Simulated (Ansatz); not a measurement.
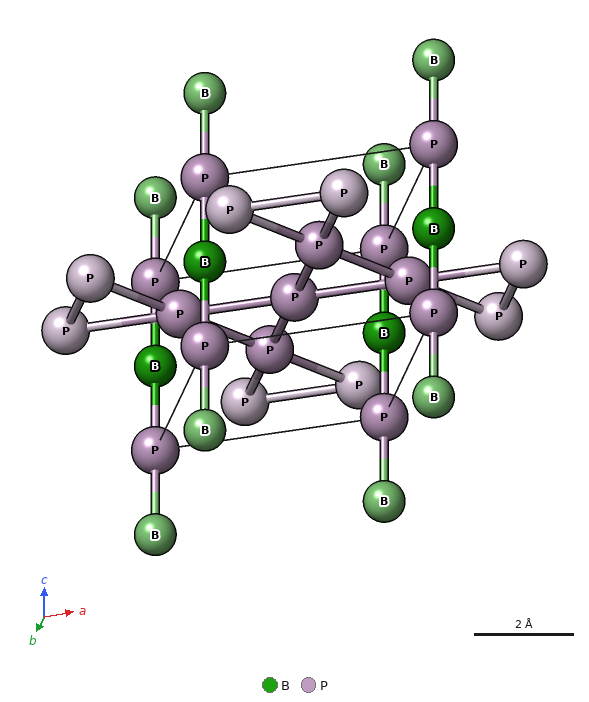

Figure 1. The input geometry (ball-and-stick view of the cell of the calculation, seen at an oblique angle; neighbours outside the cell are drawn fainter). An atom can appear more than once, as a periodic image.

## Run report: BP$_{4}$, geometry relaxation

- system: BP$_{4}$ (P6/mmm, 5 atoms in the cell)
- method: DFT PBE, scalar-relativistic, plane waves, PAW, no spin polarisation (Ansatz 0.2.0)

The structure was made by a generator, so it may or may not be a known phase.

### What the program printed
```
Engine: ansatz 0.2.0, aarch64-unknown-linux-gnu
Pseudopotentials: kind: paw
Pseudopotential: B, paw, valence charge 3, recommended cutoff 420 eV (normal), B.paw.azcp
Pseudopotential: P, paw, valence charge 5, recommended cutoff 420 eV (normal), P.paw.azcp
Functional definition: PBE
  parameter kappa = 0.804
  parameter beta = 0.06672455060314922
  exchange = pbe_x(kappa = kappa, mu = beta*pi^2/3)
  correlation = pbe_c(beta = beta)
Crystal: 5 atoms, lattice volume = 79.987 Å³
Basis set: ecut = 420 eV, 1591 PW (Γ), exchange–correlation on 72×72×54 points (8 copies of the dense FFT grid, shifted against one another)
Bands: 17, of which v1, the nominal top of the filled ones, is band 12 counted from 1 (11 counted from 0)
Symmetry: 24 space group operations
Space group: P6/mmm (ITA 191), of the structure as read, at distance tolerance 4.3e-5 Å
k-points: 114 of 1440
Non-local potential: B, projectors of the file, l = 0: 2, l = 1: 2, l = 2: 1
Non-local potential: P, projectors of the file, l = 0: 2, l = 1: 2, l = 2: 2
PAW form: soft (Blöchl's): semilocal exchange-correlation on the pseudo side does not see the compensation charge
PAW one-centre angular grid: B, 110 points (default); XC on 64 Gauss nodes
PAW one-centre angular grid: P, 110 points (default); XC on 64 Gauss nodes
Initial density: superposition of atomic densities (neutral atoms: chi_scale 0, normalization atom), corrected by the library's trained network
Initial wavefunctions: pseudopotential atomic-orbital guess
Functional: x = pbe(κ = 0.804, μ = 0.2195149727645171), c = pbe(β = 0.06672455060314922)
SCF iter   1: F=—  HF=-3173.240307 eV  |F-HF|=—  |Δ(HF+E_count)|=         —  Δρ=3.17e-3  dr2=9.22e-3  ethr=1.77e-3  ⟨swp⟩=8.0  Hψ=13356  notcnv=0
preconditioner: auto → Kerker (q_TF=auto, 2.217 Å⁻¹)  [metal: Δε(μ)=0.010 eV  Ē_g=8.355 eV  σ=0.100 eV  W_gap=0.06  n_scr=20 (ndim 8)  ℏωp=19.9 eV  f_vac=0.000  D(μ)=2.83/eV (n_scr^D=20)]
SCF iter   2: F=—  HF=-3173.242092 eV  |F-HF|=—  |Δ(HF+E_count)|=   1.78e-3  Δρ=1.82e-3  dr2=2.72e-3  ethr=4.01e-5  ⟨swp⟩=2.3  Hψ=3842  notcnv=0
SCF iter   3: F=—  HF=-3173.244036 eV  |F-HF|=—  |Δ(HF+E_count)|=   1.94e-3  Δρ=4.20e-4  dr2=2.32e-4  ethr=1.18e-5  ⟨swp⟩=2.4  Hψ=3051  notcnv=0
SCF iter   4: F=—  HF=-3173.244280 eV  |F-HF|=—  |Δ(HF+E_count)|=   2.44e-4  Δρ=1.53e-4  dr2=2.95e-5  ethr=1.01e-6  ⟨swp⟩=2.6  Hψ=3112  notcnv=0
SCF iter   5: F=—  HF=-3173.244308 eV  |F-HF|=—  |Δ(HF+E_count)|=   2.78e-5  Δρ=4.86e-5  dr2=3.47e-6  ethr=1.28e-7  ⟨swp⟩=2.3  Hψ=3111  notcnv=0
SCF iter   6: F=—  HF=-3173.244308 eV  |F-HF|=—  |Δ(HF+E_count)|=   3.79e-7  Δρ=1.26e-5  dr2=1.93e-7  ethr=1.51e-8  ⟨swp⟩=2.3  Hψ=2987  notcnv=0
SCF iter   7: F=-3173.244308 eV  HF=-3173.244308 eV  |F-HF|=8.93e-9  |Δ(HF+E_count)|=   3.52e-9  Δρ=4.35e-6  dr2=2.70e-8  ethr=4.35e-10  ⟨swp⟩=12.5  Hψ=14512  notcnv=0
SCF 1 converged in 7 iterations: F = -3173.244308 eV  dr2 = 2.70e-8
  greatest PAW one-centre occupation: 0.838 electrons in one spin orbital (limit 2), on the P atom at site 3 (counted from 0), in its partial waves of l = 0
relax step   1: F+E_penalty+E_count = -3173.24430836 eV  Δ(F+E_penalty+E_count) = +0.000e0 eV  max|allowed force component| = 5.154e-30 eV/Å  Δτ_max = 0.0000 Å  P = -0.116 GPa  Ω = 79.987 Å³  (7 SCF iters, dr2 threshold 1.00e-7 eV, accepted)
Crystal: 5 atoms, lattice volume = 79.930 Å³
Initial density: handed on by an earlier stage of this run
Initial wavefunctions: those handed on with the density
iter 1 solved again at ethr=8.99e-8 eV; its pass at ethr=3.10e-3 eV (dr2=2.07e-5 eV) is discarded
SCF iter   1: F=—  HF=-3173.244489 eV  |F-HF|=—  |Δ(HF+E_count)|=         —  Δρ=1.45e-4  dr2=2.39e-5  ethr=8.99e-8  ⟨swp⟩=2.4  Hψ=13738  notcnv=0
preconditioner: auto → Kerker (q_TF=auto, 2.217 Å⁻¹)  [metal: Δε(μ)=0.005 eV  Ē_g=8.355 eV  σ=0.100 eV  W_gap=0.03  n_scr=20 (ndim 8)  ℏωp=19.9 eV  f_vac=0.000  D(μ)=2.84/eV (n_scr^D=20)]
SCF iter   2: F=—  HF=-3173.244484 eV  |F-HF|=—  |Δ(HF+E_count)|=   5.60e-6  Δρ=6.86e-5  dr2=3.86e-6  ethr=8.99e-8  ⟨swp⟩=2.1  Hψ=2555  notcnv=0
SCF iter   3: F=-3173.244482 eV  HF=-3173.244482 eV  |F-HF|=4.95e-8  |Δ(HF+E_count)|=   1.24e-6  Δρ=1.38e-5  dr2=1.22e-7  ethr=1.78e-9  ⟨swp⟩=8.9  Hψ=15220  notcnv=0
SCF 2 converged in 3 iterations: F = -3173.244482 eV  dr2 = 1.22e-7
relax step   2: F+E_penalty+E_count = -3173.24448242 eV  Δ(F+E_penalty+E_count) = -1.741e-4 eV  max|allowed force component| = 4.970e-30 eV/Å  Δτ_max = 0.0000 Å  P = -0.064 GPa  Ω = 79.930 Å³  energy of the carried Pulay correction = +1.981e-5 eV  (3 SCF iters, dr2 threshold 4.09e-7 eV, accepted)
Crystal: 5 atoms, lattice volume = 79.834 Å³
iter 1 solved again at ethr=5.00e-7 eV; its pass at ethr=3.10e-3 eV (dr2=1.15e-4 eV) is discarded
SCF iter   1: F=—  HF=-3173.244753 eV  |F-HF|=—  |Δ(HF+E_count)|=         —  Δρ=3.80e-4  dr2=1.43e-4  ethr=5.00e-7  ⟨swp⟩=2.5  Hψ=13654  notcnv=0
preconditioner: auto → Kerker (q_TF=auto, 2.217 Å⁻¹)  [metal: Δε(μ)=0.009 eV  Ē_g=8.357 eV  σ=0.100 eV  W_gap=0.05  n_scr=20 (ndim 8)  ℏωp=19.9 eV  f_vac=0.000  D(μ)=2.93/eV (n_scr^D=26)]
SCF iter   2: F=—  HF=-3173.244717 eV  |F-HF|=—  |Δ(HF+E_count)|=   3.55e-5  Δρ=1.88e-4  dr2=2.55e-5  ethr=5.00e-7  ⟨swp⟩=2.1  Hψ=2642  notcnv=0
SCF iter   3: F=—  HF=-3173.244709 eV  |F-HF|=—  |Δ(HF+E_count)|=   8.46e-6  Δρ=3.54e-5  dr2=7.60e-7  ethr=1.11e-7  ⟨swp⟩=2.3  Hψ=3031  notcnv=0
SCF iter   4: F=-3173.244709 eV  HF=-3173.244709 eV  |F-HF|=4.04e-9  |Δ(HF+E_count)|=   2.12e-7  Δρ=4.09e-6  dr2=1.02e-8  ethr=8.91e-10  ⟨swp⟩=11.0  Hψ=15021  notcnv=0
SCF 3 converged in 4 iterations: F = -3173.244709 eV  dr2 = 1.02e-8
relax step   3: F+E_penalty+E_count = -3173.24470871 eV  Δ(F+E_penalty+E_count) = -2.263e-4 eV  max|allowed force component| = 1.762e-30 eV/Å  Δτ_max = 0.0000 Å  P = +0.016 GPa  Ω = 79.834 Å³  energy of the carried Pulay correction = +5.633e-5 eV  (4 SCF iters, dr2 threshold 2.05e-7 eV, accepted)
Initial wavefunctions: pseudopotential atomic-orbital guess (no wavefunctions were taken with the density)
iter 1 solved again at ethr=3.27e-7 eV; its pass at ethr=3.10e-3 eV (dr2=7.51e-5 eV) is discarded
SCF iter   1: F=—  HF=-3173.244654 eV  |F-HF|=—  |Δ(HF+E_count)|=         —  Δρ=6.45e-6  dr2=1.17e-8  ethr=3.27e-7  ⟨swp⟩=3.1  Hψ=18815  notcnv=0
eigensolver tolerance schedule: the retry pair's looser diagonalisation over-reported the residual by 6407.59 of it (diagonalisation noise at 2.08 of the residual, at the tolerance the schedule requests for it); recorded, not acted on — ethr = c·dr2/N_el stays at c = 1.0e-1
preconditioner: auto → Kerker (q_TF=auto, 2.217 Å⁻¹)  [metal: Δε(μ)=0.008 eV  Ē_g=8.358 eV  σ=0.100 eV  W_gap=0.04  n_scr=20 (ndim 8)  ℏωp=19.9 eV  f_vac=0.000  D(μ)=2.92/eV (n_scr^D=26)]
SCF iter   2: F=—  HF=-3173.244654 eV  |F-HF|=—  |Δ(HF+E_count)|=   2.98e-7  Δρ=3.64e-6  dr2=4.16e-9  ethr=5.10e-11  ⟨swp⟩=3.0  Hψ=4306  notcnv=0
SCF iter   3: F=—  HF=-3173.244654 eV  |F-HF|=—  |Δ(HF+E_count)|=   6.19e-9  Δρ=6.58e-7  dr2=3.75e-10  ethr=1.81e-11  ⟨swp⟩=2.6  Hψ=3220  notcnv=0
SCF iter   4: F=-3173.244654 eV  HF=-3173.244654 eV  |F-HF|=2.64e-11  |Δ(HF+E_count)|=  1.76e-10  Δρ=2.45e-7  dr2=2.44e-11  ethr=1.00e-12  ⟨swp⟩=6.4  Hψ=11850  notcnv=0
SCF 4 converged in 4 iterations: F = -3173.244654 eV  dr2 = 2.44e-11
relax step   4: F+E_penalty+E_count = -3173.24465411 eV  Δ(F+E_penalty+E_count) = +5.460e-5 eV  max|allowed force component| = 2.787e-30 eV/Å  Δτ_max = 0.0000 Å  P = +0.015 GPa  Ω = 79.834 Å³  stress off target by 2.51e-2 GPa  SCF on the basis re-selected at this cell (its energy is not comparable with the rows above)  (4 SCF iters)
```

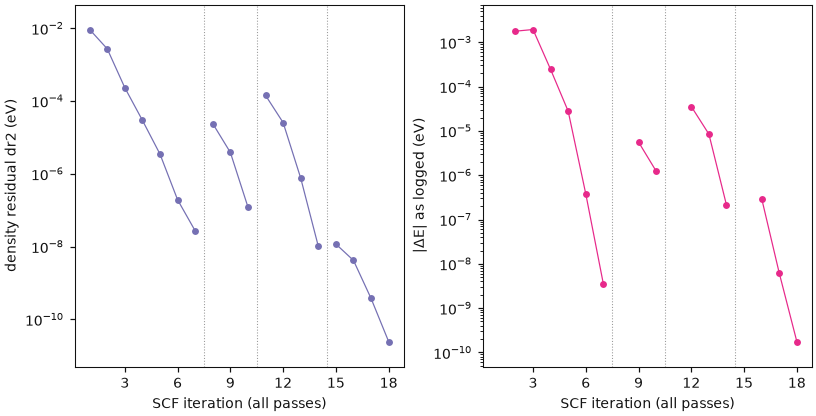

Figure 2. Convergence of the self-consistent field: density residual dr2 and size of the energy change against the SCF iteration. The dotted lines part the SCF passes of the relaxation: geometry steps, rejected trials and re-solves on a re-selected basis. The passes take 7, 3, 4 and 4 iterations.

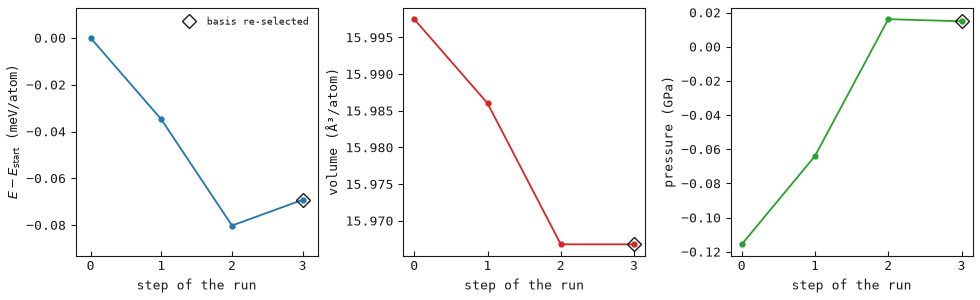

Figure 3. Progress of the relaxation, step by step (the first geometry is step 0 here and step 1 in the log). Over 2 geometry steps the energy falls by 0.1 meV per atom. All forces vanish by symmetry, so only the cell relaxes. Pressure: −0.12 GPa at the start and 0.01 GPa at the end. The atoms keep their places relative to the cell (all moves are under 0.005 Å). A last SCF at the same geometry on a re-selected plane-wave basis shifts the energy by +0.0 meV per atom.

```
basis re-selected at this cell: Δ(F+E_penalty+E_count) = +5.460e-5 eV, ΔP = -0.001 GPa vs the last step (what re-selecting the basis moved, of the pressure what is left beyond the Pulay correction that the steps carried, after the strain that the cell walked since its last selection, with what the two solves' SCF thresholds leave and, on support functions, any second-order correction that the steps lacked; it is no measure of the basis error at this ecutwfc). This SCF's stress stands 2.51e-2 GPa from its target on what of the cell is left free (relax.cell.stress_tol is 5.00e-2 GPa) and its largest allowed force component is 2.79e-30 eV/Å (relax.f_tol is 1.00e-2 eV/Å): within both
SCF converged after 4 iterations
Free energy (F): -3173.244654 eV
Harris-Foulkes:  -3173.244654 eV  (|F-HF|=2.64e-11)
Internal energy: -3173.230057 eV  (E = F + TS)
E sigma→0 (E₀):  -3173.237355 eV
Entropy (-TS):   -0.014598 eV (-2.920 meV/atom)
Fermi energy:    8.036159 eV
--- Per-component energies (eV) ---
  E_band       = 41.271653
  E_kinetic    = 321.582244
  E_local      = -255.316924  (includes V_loc(G=0)·N_el)
  E_nonlocal   = 147.335276
  E_hartree    = 68.375356
  E_xc         = -274.373028
  E_vxc        = -276.693604  (∫ρ·V_xc dr)
  E_paw        = -2355.375915  (= ΣΔE_a)
  E_vpaw       = -32.386027  (= ΣTr[D̂ρ^β])
  E_aug_tail   = 0.000011  (compensation charges beyond the density's cutoff)
  E_ewald      = -825.457076
  E_smearing   = -0.014598  (= −TS)
  E_closure    = 0.000000  (closes the sum)
  Σ components = -3173.244654   (vs F -3173.244654, Δ=0.00e0)
--- Forces (eV/Å), atoms counted from 1 ---
  atom   1  B     -0.00000000     0.00000000     0.00000000
  atom   2  P      0.00000000    -0.00000000     0.00000000
  atom   3  P      0.00000000     0.00000000     0.00000000
  atom   4  P      0.00000000     0.00000000     0.00000000
  atom   5  P     -0.00000000    -0.00000000     0.00000000
  max |Σ_I F_I| component: 1.84e-30 eV/Å
--- Stress (GPa, compression-positive) ---
        0.025148       0.000000       0.000000
        0.000000       0.025148       0.000000
        0.000000       0.000000      -0.005595
  P = ⅓ Tr σ = 0.0149 GPa (0.149 kbar)
--- Band table (eV; the first three rows and the last of 114) ---
  k-point 0: bands = ["-7.4279", "-2.4172", "0.0499", "0.0499", "0.6614", "0.8239", "0.8239", "1.5735", "5.7879", "6.5156", "9.0904", "9.0904", "9.6831", "9.6831", "12.8710", "13.3151", "13.3151"]
  k-point 1: bands = ["-7.3668", "-2.4910", "0.0838", "0.0838", "0.6817", "0.8849", "0.8849", "1.3036", "6.2236", "6.3474", "8.6856", "8.6856", "9.4162", "9.4162", "12.8467", "12.8467", "13.2938"]
  k-point 2: bands = ["-7.1923", "-2.7330", "0.1758", "0.1758", "0.7358", "0.8497", "1.0575", "1.0575", "5.5819", "7.6491", "7.8060", "7.8060", "8.8100", "8.8100", "12.7036", "12.7036", "13.0188"]
  k-point 113: bands = ["-4.3025", "-4.3025", "-3.4625", "-3.4520", "2.3357", "3.1335", "3.1335", "3.8603", "3.8603", "8.0262", "8.9374", "9.0714", "9.0714", "9.7835", "9.7835", "10.6860", "11.1457"]
--- Relaxed structure (3 steps of the walk, 3 accepted, 1 SCFs on fresh bases) ---
  F+E_penalty+E_count = -3173.24465411 eV   max|allowed force component| = 2.787e-30 eV/Å   (the final SCF, on the basis selected at the relaxed cell)
  cell:  # Å, volume = 79.8340 Å³
    - [4.913358244678534, 5.852695456137457e-33, 0.0]
    - [-2.456679122339267, 4.255093057785328, 0.0]
    - [0.0, 0.0, 3.818566132035198]
  atoms:
    - { symbol: B, position: [3.2820552900301464e-36, 1.901914761405777e-37, 0.49999999999999994] }
    - { symbol: P, position: [0.5000000000000001, -1.4610833554675473e-36, 0.49999999999999994] }
    - { symbol: P, position: [-8.326672684688674e-17, 0.49999999999999994, 0.49999999999999994] }
    - { symbol: P, position: [0.5, 0.49999999999999994, 0.49999999999999994] }
    - { symbol: P, position: [1.290186570162139e-36, -5.2486950004686536e-37, 0.0] }
```

### Trajectory as extended XYZ (Å, eV, eV/Å), 4 frames, from step=1 to step=4
```
5
Lattice="4.9101 0.0000 0.0000 -2.4550 4.2522 0.0000 0.0000 0.0000 3.8310" Properties=species:S:1:pos:R:3:forces:R:3 step=1 energy=-3173.24431 pressure_GPa=-0.12
B     0.0000    0.0000    1.9155    0.0000   0.0000   0.0000
P     2.4550    0.0000    1.9155    0.0000   0.0000   0.0000
P    -1.2275    2.1261    1.9155    0.0000   0.0000   0.0000
P     1.2275    2.1261    1.9155    0.0000   0.0000   0.0000
P     0.0000    0.0000    0.0000    0.0000   0.0000   0.0000
5
Lattice="4.9105 0.0000 0.0000 -2.4552 4.2526 0.0000 0.0000 0.0000 3.8277" Properties=species:S:1:pos:R:3:forces:R:3 step=2 energy=-3173.24448 pressure_GPa=-0.06
B     0.0000    0.0000    1.9138    0.0000   0.0000   0.0000
P     2.4552    0.0000    1.9138    0.0000   0.0000   0.0000
P    -1.2276    2.1263    1.9138    0.0000   0.0000   0.0000
P     1.2276    2.1263    1.9138    0.0000   0.0000   0.0000
P     0.0000    0.0000    0.0000    0.0000   0.0000   0.0000
5
Lattice="4.9134 0.0000 0.0000 -2.4567 4.2551 0.0000 0.0000 0.0000 3.8186" Properties=species:S:1:pos:R:3:forces:R:3 step=3 energy=-3173.24471 pressure_GPa=0.02
B     0.0000    0.0000    1.9093    0.0000   0.0000   0.0000
P     2.4567    0.0000    1.9093    0.0000   0.0000   0.0000
P    -1.2283    2.1275    1.9093    0.0000   0.0000   0.0000
P     1.2283    2.1275    1.9093    0.0000   0.0000   0.0000
P     0.0000    0.0000    0.0000    0.0000   0.0000   0.0000
5
Lattice="4.9134 0.0000 0.0000 -2.4567 4.2551 0.0000 0.0000 0.0000 3.8186" Properties=species:S:1:pos:R:3:forces:R:3 step=4 energy=-3173.24465 pressure_GPa=0.01
B     0.0000    0.0000    1.9093    0.0000   0.0000   0.0000
P     2.4567    0.0000    1.9093    0.0000   0.0000   0.0000
P    -1.2283    2.1275    1.9093    0.0000   0.0000   0.0000
P     1.2283    2.1275    1.9093    0.0000   0.0000   0.0000
P     0.0000    0.0000    0.0000    0.0000   0.0000   0.0000
```

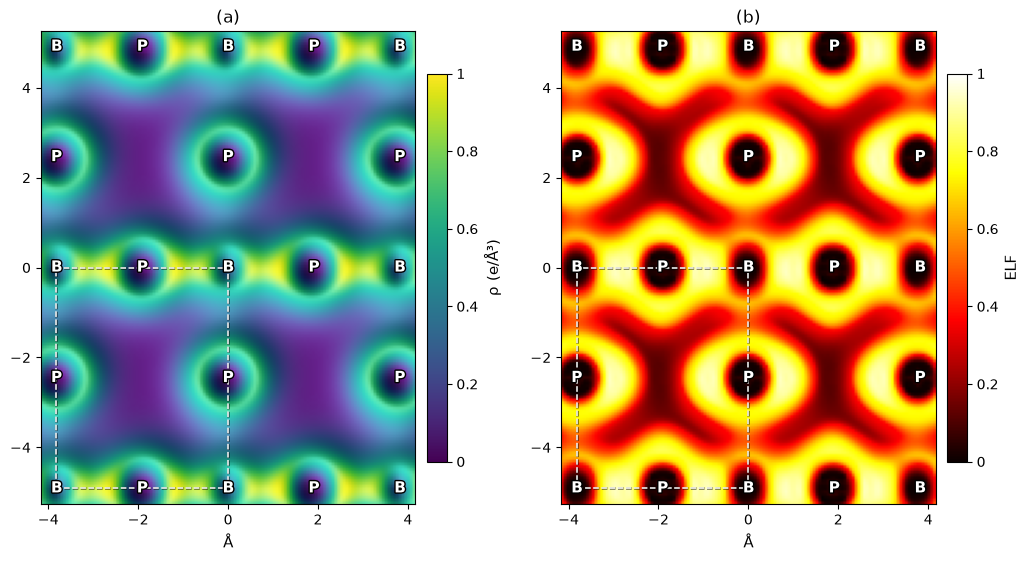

Figure 4. (a) valence electron density; (b) electron localisation function on the (11̄0) plane of the conventional cell. The section cuts through B and P sites. Away from the nuclei the density in this plane falls to 0.06 e/Å³ at its lowest. In a PAW calculation such maps are meaningful between the atoms, not at the nuclei.

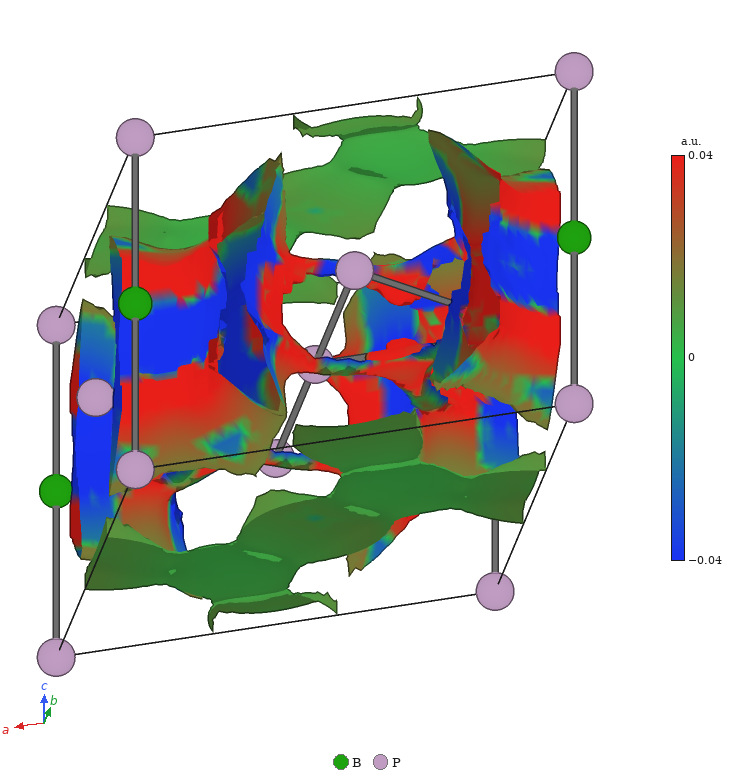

Figure 5. Non-covalent interaction (NCI) plot: the surface where the reduced density gradient is 0.4, for densities under 0.05 a.u., coloured by sign(λ₂)ρ; seen at an oblique angle. The outline is the cell set on symmetry axes. Sheets between layers or molecules: weak, van der Waals-like contact (green)

This output came from the following input.

### Input
```yaml
crystal:
  lattice:
    - [4.9100657046, 0.0, 0.0]
    - [-2.4550328523, 4.2522416345, 0.0]
    - [0.0, 0.0, 3.8310387689]
  atoms:
    - { symbol: B, position: [0.0, 0.0, 0.5] }
    - { symbol: P, position: [0.5, 0.0, 0.5] }
    - { symbol: P, position: [0.0, 0.5, 0.5] }
    - { symbol: P, position: [0.5, 0.5, 0.5] }
    - { symbol: P, position: [0.0, 0.0, 0.0] }
basis:
  ecutwfc: 420
kpoints:
  mp_grid: { grid: [12, 12, 10] }
hamiltonian:
  xc: pbe
scf:
  occupations: { method: gaussian, width: 0.1 }
output:
  forces: true
  stress: true
  eigenvalues: true
  write_density: true
  write_potential: true
  elf: true
  volumetric_format: npy
relax:
  adjacent_minimum: "off"
  f_tol: 0.01
  max_steps: 80
  cell: { stress_tol: 0.05 }
```

Launch command:
```bash
ansatz run input.yaml --threads 1 --pin off --max-ram 2560MiB --backend cpu --events-out ev --progress --plain --runs-dir out
```

### Results in brief

```csv
quantity,value
outcome,converged
space group (tolerance 0.01 Å),P6/mmm (191)
electrons treated,23
free energy,−3173.2447 eV
Fermi energy,8.036 eV
gap on the k-point mesh,none (metallic)
pressure,0.01 GPa
final volume,79.83 Å³
largest force (length of the vector) at the end,under 0.001 eV/Å
final cell,"a = 4.913 Å, b = 4.913 Å, c = 3.819 Å, α = 90.00°, β = 90.00°, γ = 120.00°"
hardware,"1 thread of Arm Neoverse V2, 64 GiB of memory available, shared host"
wall time,42 s
peak memory,0.43 GiB
```
